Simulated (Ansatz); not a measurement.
**Geometry relaxation, with input and output: Si$_{52}$C$_{12}$ (part 3 of 3)**

The same run, continued: Si$_{52}$C$_{12}$ (64 atoms in the cell); DFT, PBEsol, PAW, plane waves (Ansatz 0.2.0); cutoff 420 eV, 1×1×1 k-mesh, Fermi–Dirac smearing of 0.01 eV. The structure was built on a prototype by a generator.

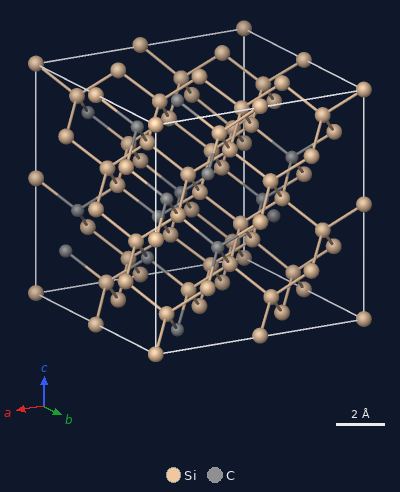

The starting structure (ball-and-stick view of the cell of the calculation, seen at an oblique angle).

Output, continued
```
--- Forces (eV/Å), atoms counted from 1 ---
  atom   1  Si    -0.00820505    -0.00180761    -0.00841615
  atom   2  Si    -0.00872957    -0.00031299    -0.00491092
  atom   3  Si     0.00122620     0.00757443     0.00359244
  atom   4  Si     0.00396597     0.00333649    -0.00640494
  atom   5  Si    -0.00470133    -0.00019065    -0.00660763
  atom   6  Si     0.01715072     0.00692246     0.01087997
  atom   7  Si     0.00618655    -0.00131278    -0.00073936
  atom   8  Si    -0.00981581     0.01976105     0.00540858
  atom   9  Si     0.01088482     0.00699407    -0.00135766
  atom  10  Si     0.00430879     0.00191780    -0.00013342
  atom  11  Si     0.00421171    -0.00658073     0.00002894
  atom  12  Si     0.00343954     0.00254002     0.00060627
  atom  13  Si    -0.00289207    -0.00075734    -0.00132486
  atom  14  Si    -0.00080762     0.00750460    -0.00875024
  atom  15  Si    -0.00453620    -0.00232118    -0.00145808
  atom  16  Si    -0.00478457    -0.00084809     0.00294135
  atom  17  Si     0.00060609     0.00201527     0.00508351
  atom  18  Si    -0.00468494     0.00451599    -0.00105015
  atom  19  Si     0.00757325     0.01016874    -0.00554023
  atom  20  Si    -0.00024813    -0.00061794    -0.00391005
  atom  21  Si    -0.00559027     0.01830329     0.01479896
  atom  22  Si    -0.00633767    -0.00683916     0.00237737
  atom  23  Si    -0.00227264     0.00008388    -0.00675644
  atom  24  Si     0.00321665    -0.00316475     0.00027835
  atom  25  Si     0.00397979     0.00060414     0.00444601
  atom  26  Si    -0.01061841    -0.01168775     0.00510280
  atom  27  Si     0.00403935    -0.00827631     0.01573477
  atom  28  Si    -0.00557052    -0.00244843     0.00237757
  atom  29  Si     0.00413593    -0.00484999    -0.00657442
  atom  30  Si    -0.00329179    -0.00304329    -0.00375999
  atom  31  Si     0.00094398    -0.00206962    -0.00571104
  atom  32  Si    -0.00728787     0.00098168     0.00930690
  atom  33  Si    -0.00440356    -0.00858839    -0.00118788
  atom  34  Si     0.00110547    -0.00971494     0.01526455
  atom  35  Si    -0.00115469     0.00160421    -0.00068708
  atom  36  Si     0.00662024    -0.00083653    -0.00312434
  atom  37  Si     0.00425610    -0.00633433    -0.00627973
  atom  38  Si     0.00264676    -0.00282320     0.00279312
  atom  39  Si     0.00119142    -0.00632684     0.00689714
  atom  40  Si     0.00927713    -0.01055040    -0.01191201
  atom  41  Si     0.00122590    -0.00046319     0.00112948
  atom  42  Si    -0.00821750     0.00580833     0.01093134
  atom  43  Si    -0.00279708    -0.00085200     0.00492000
  atom  44  Si    -0.00037997     0.00519420     0.00262913
  atom  45  Si     0.00022575    -0.00490956    -0.00293580
  atom  46  Si     0.00523249     0.00303427     0.00159515
  atom  47  Si     0.00689440     0.00573124    -0.00282532
  atom  48  Si     0.00426537     0.00349771    -0.00577004
  atom  49  Si     0.00354509     0.00238545     0.00008602
  atom  50  Si     0.00131674    -0.00198370     0.00466058
  atom  51  Si     0.00162241     0.00486039     0.00767870
  atom  52  Si    -0.00286155    -0.00064870    -0.00108129
  atom  53  C     -0.00318264    -0.00276460     0.00308387
  atom  54  C     -0.00728424     0.00342604     0.02419686
  atom  55  C     -0.00838081     0.01593845     0.00335399
  atom  56  C      0.00669032    -0.00088541    -0.01260230
  atom  57  C      0.00356023    -0.00653880    -0.00045401
  atom  58  C     -0.00312641    -0.00552504     0.00457561
  atom  59  C      0.00443794     0.01290657    -0.00256058
  atom  60  C     -0.00234150    -0.01349033    -0.01935828
  atom  61  C     -0.02106105    -0.00528910    -0.02829924
  atom  62  C      0.01364074     0.00877907     0.00698844
  atom  63  C      0.01386275    -0.01339957    -0.00511514
  atom  64  C     -0.01192141    -0.00733600    -0.00614912
  max |Σ_I F_I| component: 6.24e-7 eV/Å
--- Stress (GPa, compression-positive) ---
       -0.556326       2.539263      -1.060765
        2.539263       1.301430      -0.874822
       -1.060765      -0.874822      -0.757344
  P = ⅓ Tr σ = -0.0041 GPa (-0.041 kbar)
--- Band table (eV) ---
  k-point 0: bands = ["-7.5207", "-7.2444", "-7.0387", "-6.3551", "-5.8999", "-5.7735", "-5.4144", "-5.1982", "-4.7143", "-4.4633", "-4.3555", "-4.2203", "-3.7906", "-3.6688", "-3.5759", "-3.2428", "-3.0676", "-2.9607", "-2.6501", "-2.5197", "-2.4501", "-2.3262", "-2.2886", "-2.2392", "-2.1749", "-2.1387", "-2.1243", "-2.0614", "-2.0441", "-1.9680", "-1.9552", "-1.8906", "-0.9389", "-0.8011", "-0.6401", "-0.6137", "-0.4646", "-0.3566", "-0.1339", "-0.0918",
      "0.0135", "0.1766", "0.2847", "0.3245", "0.3677", "0.4752", "0.5375", "0.6128", "0.6654", "0.7483", "0.8054", "0.8513", "0.9111", "0.9716", "1.0780", "1.2759", "1.6963", "1.9447", "2.0113", "2.0792", "2.1694", "2.2141", "2.3442", "2.4523", "2.5436", "2.6509", "2.6673", "2.7196", "2.8160", "2.8976", "2.9955", "3.0220", "3.1271", "3.2434", "3.2676", "3.3087", "3.3825", "3.4194", "3.4584", "3.5253",
      "3.5474", "3.6276", "3.6705", "3.7364", "3.7770", "3.8130", "3.8602", "3.9531", "3.9681", "4.0112", "4.0682", "4.1602", "4.2201", "4.3001", "4.5340", "4.6089", "4.6428", "4.7601", "4.8132", "4.8231", "4.8927", "5.0275", "5.0565", "5.0943", "5.1498", "5.2073", "5.2858", "5.3052", "5.4243", "5.5008", "5.5819", "5.6410", "5.6923", "5.8807", "6.0641", "6.1617", "6.1883", "6.2765", "6.3963", "6.4536",
      "6.5760", "6.7162", "6.7945", "6.8649", "7.0101", "7.0745", "7.1470", "7.2243", "7.4782", "7.5902", "7.9387", "8.0423", "8.2723", "8.3511", "8.3884", "8.4600", "8.5721", "8.6269", "8.6768", "8.7255", "8.8217", "8.8724", "8.9154", "8.9212", "8.9736", "9.0487", "9.1532", "9.2372", "9.2640", "9.3140", "9.3776", "9.4451", "9.4901", "9.6632", "9.7258", "9.8056", "9.8626", "9.9502", "9.9963", "10.2036",
      "10.2419", "10.4134", "10.5023", "10.5738", "10.6554", "10.7746", "10.7867", "10.8311", "10.8830", "10.9718", "11.0023", "11.0415", "11.1263", "11.1941", "11.2546", "11.3616", "11.4384", "11.4626", "11.4802", "11.5466", "11.6020", "11.7045", "11.7508", "11.7942", "11.8271", "11.8989", "11.9817", "12.0445", "12.0569", "12.1325", "12.2616", "12.2924"]
--- Relaxed structure (17 steps of the walk, 14 accepted, 1 SCFs on fresh bases) ---
  F+E_penalty+E_count = -35257.05979960 eV   max|allowed force component| = 2.830e-2 eV/Å   (the final SCF, on the basis selected at the relaxed cell)
  cell:  # Å, volume = 1047.1945 Å³
    - [10.154902996773103, -5.74723125525775e-112, 2.3991215137431356e-112]
    - [-5.74723125525775e-112, 10.154902996773103, 2.619181276159351e-112]
    - [2.3991215137431356e-112, 2.619181276159351e-112, 10.154902996773103]
  atoms:
    - { symbol: Si, position: [0.9828069938920941, 0.02334838165776075, 0.019022633483178845] }
    - { symbol: Si, position: [-0.05231427374103427, -0.016917688468184124, 0.5163357452720344] }
    - { symbol: Si, position: [-0.019238634815380483, 0.5305356075478348, 0.9759321037873344] }
    - { symbol: Si, position: [1.0211986751568376, 0.5001266648167552, 0.48884927687077373] }
    - { symbol: Si, position: [0.5272867021610416, 0.9908999825627818, -0.003461712069645555] }
    - { symbol: Si, position: [0.4901886860261093, -0.0020302697503879964, 0.4791272393924863] }
    - { symbol: Si, position: [0.5090128014955234, 0.5140820107863825, 0.016264455043991738] }
    - { symbol: Si, position: [0.5333655482747195, 0.4602561742948464, 0.47925198766420607] }
    - { symbol: Si, position: [0.09896371051326745, 0.1735326890432901, 0.16473117607962112] }
    - { symbol: Si, position: [0.11304081811349233, 0.11733985409976494, 0.5993180897183199] }
    - { symbol: Si, position: [0.13288423517519585, 0.6167138394564079, 0.11583666866967125] }
    - { symbol: Si, position: [0.6358549112877583, 0.12007874622172904, 0.14729507526067914] }
    - { symbol: Si, position: [0.6437384158386295, 0.0853424041353229, 0.6348252986759138] }
    - { symbol: Si, position: [0.6762918478179827, 0.6450639710999854, 0.11442869464991422] }
    - { symbol: Si, position: [0.6407311823951932, 0.6126644192697259, 0.6078298567906375] }
    - { symbol: Si, position: [0.24990654804279563, 0.2554256302095333, 1.0057882496935924] }
    - { symbol: Si, position: [0.24180414048502258, 0.2488815913152066, 0.4627935670565605] }
    - { symbol: Si, position: [0.25507357728898505, 0.7670571204954032, -0.0016319825014613812] }
    - { symbol: Si, position: [0.22406219600834232, 0.726474608177072, 0.5160308826285422] }
    - { symbol: Si, position: [0.7644438137959002, 0.2502172066199934, 1.0148569344455582] }
    - { symbol: Si, position: [0.7480116350489961, 0.234614633613906, 0.47953681085298444] }
    - { symbol: Si, position: [0.741544256519984, 0.7839072730827693, 0.49708258347960826] }
    - { symbol: Si, position: [0.3905210541506278, 0.366988497785053, 0.1438447580699578] }
    - { symbol: Si, position: [0.3632068882367461, 0.37687080752613666, 0.610836959673345] }
    - { symbol: Si, position: [0.380666226018614, 0.8905724969280078, 0.13996994917120273] }
    - { symbol: Si, position: [0.3704910866311057, 0.8644577613289434, 0.6199600191790506] }
    - { symbol: Si, position: [0.8956660765758562, 0.40251003742520836, 0.15637965562418446] }
    - { symbol: Si, position: [0.8791272010678822, 0.37685754100992197, 0.6147295320942908] }
    - { symbol: Si, position: [0.8499427670971978, 0.8595350794666452, 0.10771477889855702] }
    - { symbol: Si, position: [0.2524202981912708, 0.03072765898693247, 0.27687137296036973] }
    - { symbol: Si, position: [0.24511232814594366, 1.0015941582409291, 0.7419293728789988] }
    - { symbol: Si, position: [0.24214476362848975, 0.48369817910363083, 0.26193829680875585] }
    - { symbol: Si, position: [0.21884758089156156, 0.5197279016754868, 0.7254928738959882] }
    - { symbol: Si, position: [0.7396134310884834, -0.020620104124746234, 0.2916428696208819] }
    - { symbol: Si, position: [0.7759611727906142, 0.523670252733777, 0.7646826202622693] }
    - { symbol: Si, position: [0.3806931139995627, 0.11975895906931991, 0.8779598730555032] }
    - { symbol: Si, position: [0.3886188530878339, 0.6133884994160017, 0.3809612051812807] }
    - { symbol: Si, position: [0.369771608429519, 0.6247694035410868, 0.8694432708426274] }
    - { symbol: Si, position: [0.8465405764077146, 0.10056657641149479, 0.8510893262438769] }
    - { symbol: Si, position: [0.8681326992744429, 0.628261838193718, 0.3569123881146776] }
    - { symbol: Si, position: [0.9924872059937744, 0.23525725859157662, 0.7437625246626176] }
    - { symbol: Si, position: [0.009168244149930692, 0.7587731343869344, 0.23082987201414287] }
    - { symbol: Si, position: [0.9715532693498552, 0.7457377074211917, 0.7376260207714755] }
    - { symbol: Si, position: [0.4989854272262143, 0.2301502497637084, 0.2906029912180978] }
    - { symbol: Si, position: [0.5121913945938977, 0.24916075485230074, 0.7423405235488999] }
    - { symbol: Si, position: [0.5271755433929752, 0.764690940216473, 0.26731720905843853] }
    - { symbol: Si, position: [0.5133454948692115, 0.7400276663123428, 0.7411687854798891] }
    - { symbol: Si, position: [0.1114923010010868, 0.37900666648734616, 0.8682302885829826] }
    - { symbol: Si, position: [0.11236031813118788, 0.8813297998640246, 0.3873158869188056] }
    - { symbol: Si, position: [0.10414323568966058, 0.8850546678241907, 0.8760356771765632] }
    - { symbol: Si, position: [0.6357699998074524, 0.38464573338020003, 0.8820223285719926] }
    - { symbol: Si, position: [0.666621449137346, 0.8568060031849318, 0.8631886123331678] }
    - { symbol: C, position: [0.10006133093649099, 0.627185659667807, 0.6208500474536421] }
    - { symbol: C, position: [0.7771207566884578, 0.7420006077524798, -0.031619677627689864] }
    - { symbol: C, position: [0.8505333829722296, 0.8714647930934406, 0.6386170657012709] }
    - { symbol: C, position: [0.7625429162046728, -0.03707936913417535, 0.7358959274503946] }
    - { symbol: C, position: [0.7956432712360656, 0.544527339183339, 0.21274314498344044] }
    - { symbol: C, position: [0.37349115627512974, 0.12535438538320612, 0.38237712440398225] }
    - { symbol: C, position: [0.8183937807043282, 0.07394722723439613, 0.42743004974724275] }
    - { symbol: C, position: [0.8691688830327118, 0.6495243756205477, 0.8772800315068647] }
    - { symbol: C, position: [1.0363652788212931, 0.3271436010016279, 0.24923515069779956] }
    - { symbol: C, position: [0.12187911044292517, 0.3790334307605146, 0.3620872919774881] }
    - { symbol: C, position: [0.6067829624834823, 0.3134226290360716, 0.4078147399829736] }
    - { symbol: C, position: [0.6127237743646996, 0.88159034311008, 0.38736062586520026] }
--- Löwdin populations: 64 sites ---
  site symbol       q [e]
     0     Si      3.9929
     1     Si      3.4207
     2     Si      3.6998
     3     Si      3.5307
     4     Si      3.9920
     5     Si      3.4614
     6     Si      3.9830
     7     Si      3.6481
     8     Si      3.6878
     9     Si      4.0334
    10     Si      3.9993
    11     Si      4.0277
    12     Si      3.6776
    13     Si      3.4737
    14     Si      4.0318
    15     Si      3.9754
    16     Si      3.5006
    17     Si      3.9399
    18     Si      3.7086
    19     Si      3.9516
    20     Si      3.3263
    21     Si      3.4947
    22     Si      4.0316
    23     Si      4.0078
    24     Si      3.9969
    25     Si      3.9999
    26     Si      3.3881
    27     Si      4.0101
    28     Si      3.7873
    29     Si      3.6882
    30     Si      3.9590
    31     Si      3.6582
    32     Si      3.6917
    33     Si      3.4189
    34     Si      3.7345
    35     Si      3.9389
    36     Si      4.0135
    37     Si      3.9673
    38     Si      3.7807
    39     Si      3.6835
    40     Si      3.9823
    41     Si      3.9255
    42     Si      3.2962
    43     Si      3.3919
    44     Si      3.9623
    45     Si      3.7016
    46     Si      3.9962
    47     Si      3.9905
    48     Si      4.0252
    49     Si      3.9866
    50     Si      3.9559
    51     Si      3.4445
    52      C      4.7808
    53      C      4.5633
    54      C      4.5678
    55      C      4.5638
    56      C      4.7991
    57      C      4.8440
    58      C      4.8491
    59      C      4.5717
    60      C      4.5594
    61      C      4.5131
    62      C      4.8936
    63      C      4.8317
  spilling = 0.010512 (of n_electrons = 256.000000)
```

Key numbers

```json
{"quantity": "outcome", "value": "converged"}
{"quantity": "space group (tolerance 0.01 Å)", "value": "P1 (1)"}
{"quantity": "electrons treated", "value": "256"}
{"quantity": "free energy", "value": "−35257.0598 eV"}
{"quantity": "Fermi energy", "value": "7.351 eV"}
{"quantity": "pressure", "value": "0.00 GPa"}
{"quantity": "largest force (length of the vector) at the end", "value": "0.035 eV/Å"}
{"quantity": "final cell", "value": "a = 10.155 Å, b = 10.155 Å, c = 10.155 Å, α = 90.00°, β = 90.00°, γ = 90.00°"}
{"quantity": "wall time", "value": "82 s (CPU time 8 min)"}
{"quantity": "peak memory", "value": "1.7 GiB"}
```

Remarks

The k-point mesh is coarse for a cell of this size, so the results may not be converged.
